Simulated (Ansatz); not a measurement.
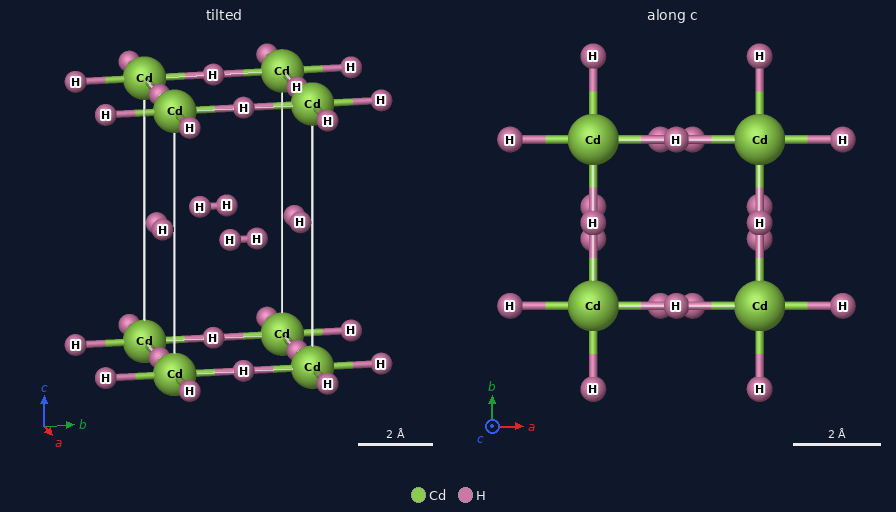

Shown here is a ball-and-stick view of the crystal, taken slightly off an axis and along the c axis. The conventional unit cell is drawn as a box. A few atoms beyond the faces are included. Cell: a = 3.86 Å, b = 3.86 Å, c = 7.41 Å, α = 90.00°, β = 90.00°, γ = 90.00°.

The structure was taken from a random cell made by a generator, so it need not be a real form of the compound. Earlier steps of the study may have refined or changed the cell and positions. A calculation with Ansatz used it as input.

**What is this?**

Formula: CdH₆. The symmetry is that of P4/mmm (No. 123), on a primitive tetragonal lattice. Counting shared atoms by their share gives 1 Cd, 6 H, or 7 atoms. The coordination shell of Cd holds four H in a square planar arrangement at about 1.9 Å. H takes two kinds of site: 4m with one H at about 0.7 Å; 2f with two Cd in a linear arrangement at about 1.9 Å.

The numbers come from DFT PBE, scalar-relativistic, plane waves, PAW in Ansatz 0.2.0, using an energy cutoff of 420 eV, k-mesh 10×10×6, Gaussian smearing of 0.1 eV, no spin polarisation.

**How large a gap does the method give, if there is one?**

A metal: bands cross the Fermi level.

**State the Bader charges by element.**

Cd +0.64 e; H -0.31 to 0.00 e.

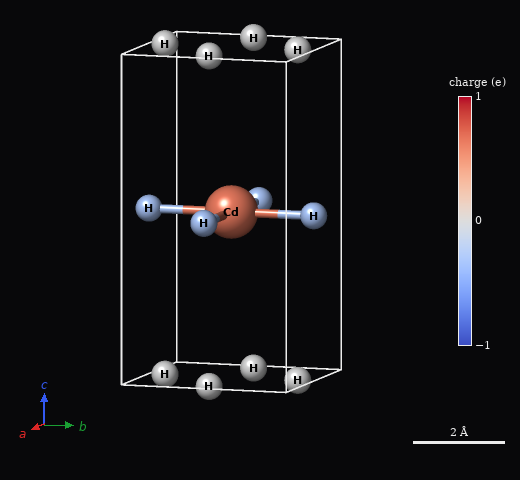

The atoms coloured by those charges. The run's cell of 7 atoms is drawn, so axes and origin can differ from the first picture.

**Do the forces and the stress vanish for this geometry?**

Yes. All forces vanish to within 0.01 eV/Å. The pressure is 0.0 GPa, close to zero.
